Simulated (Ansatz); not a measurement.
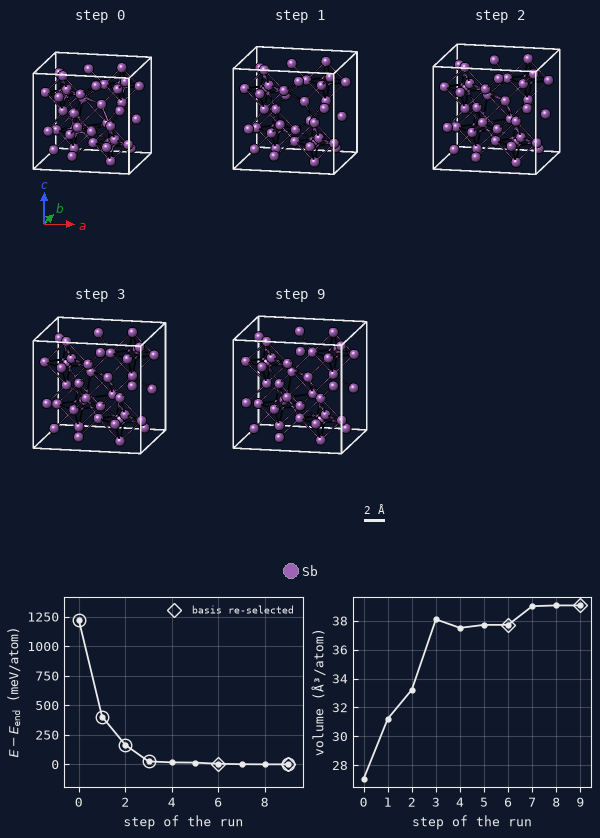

Frames of a relaxation of crystalline Sb (a generated structure, set up in F-43m) (coarse preliminary run), marked on the history of the run. The picture is a ball-and-stick view of the conventional cell (4 times the calculation's cell), seen slightly off an axis. Lengths and directions refer to the drawn axes.

All numbers below come from DFT PBE, scalar-relativistic, plane waves, PAW (Ansatz 0.2.0).

Input file:
```yaml
crystal:
  lattice:
    - [0.0, 5.13363591, 5.13363591]
    - [5.13363591, 0.0, 5.13363591]
    - [5.13363591, 5.13363591, 0.0]
  atoms:
    - { symbol: Sb, position: [0.12404639, 0.62531787, 0.62531787] }
    - { symbol: Sb, position: [0.62531787, 0.12404639, 0.62531787] }
    - { symbol: Sb, position: [0.62531787, 0.62531787, 0.12404639] }
    - { symbol: Sb, position: [0.62531787, 0.62531787, 0.62531787] }
    - { symbol: Sb, position: [0.4332183, 0.0667817, 0.0667817] }
    - { symbol: Sb, position: [0.0667817, 0.4332183, 0.4332183] }
    - { symbol: Sb, position: [0.4332183, 0.0667817, 0.4332183] }
    - { symbol: Sb, position: [0.0667817, 0.4332183, 0.0667817] }
    - { symbol: Sb, position: [0.4332183, 0.4332183, 0.0667817] }
    - { symbol: Sb, position: [0.0667817, 0.0667817, 0.4332183] }
basis:
  ecutwfc: 420
kpoints:
  mp_grid: { grid: [4, 4, 4] }
hamiltonian:
  xc: pbe
scf:
  occupations: { method: gaussian, width: 0.1 }
  lower_state_search: "off"
output:
  forces: true
  stress: true
  eigenvalues: true
relax:
  adjacent_minimum: "off"
  f_tol: 0.04
  max_steps: 70
  cell: { stress_tol: 0.4 }
```

Command:
```bash
ansatz run input.yaml --threads 1 --pin off --max-ram 2560MiB --backend cpu --events-out ev --progress --plain --runs-dir out
```

Question: Describe the path.

Answer: The largest moves relative to the cell, 0.56 Å, are those of Sb1, Sb2, Sb3 and Sb4. Sb3 goes along [1 1 1]. The volume changes by +44.4 %, with a = b = c 10.267 → 11.604 Å (+13.0 %). Among the contacts that change: Sb5–Sb10 2.660 → 3.179 Å, Sb1–Sb2 3.639 → 3.194 Å, Sb1–Sb10 2.677 → 3.075 Å. Bond angles that change, for instance: Sb1–Sb6–Sb4 85.1° → 109.2°, Sb1–Sb6–Sb7 100.5° → 90.1°, Sb6–Sb4–Sb7 118.4° → 109.6°. The space group stays F-43m (No. 216). Over 7 accepted moves (9 points after the start) the energy falls by 1224 meV per atom. Largest force component: 5.4 eV/Å at the start, 0.019 eV/Å at the end. Pressure: 35.41 GPa at the start and 0.07 GPa at the end. At 2 points the geometry stayed and the basis and grid were re-selected for the new cell (energy shift of 10.1 meV per atom at most each time). Cost: 4.2 min on 1 thread of Arm Neoverse V1 (shared host), peak memory 0.68 GiB. From step 0 to 1: Sb atoms move most (0.14 Å), volume +15.3 %, energy −819 meV per atom. From step 1 to 2: Sb atoms move most (0.21 Å), volume +6.4 %, energy −239 meV per atom. From step 2 to 3: Sb atoms move most (0.19 Å), volume +14.7 %, energy −140 meV per atom. From step 3 to 9: Sb atoms move most (0.10 Å), volume +2.5 %, energy −25.0 meV per atom.
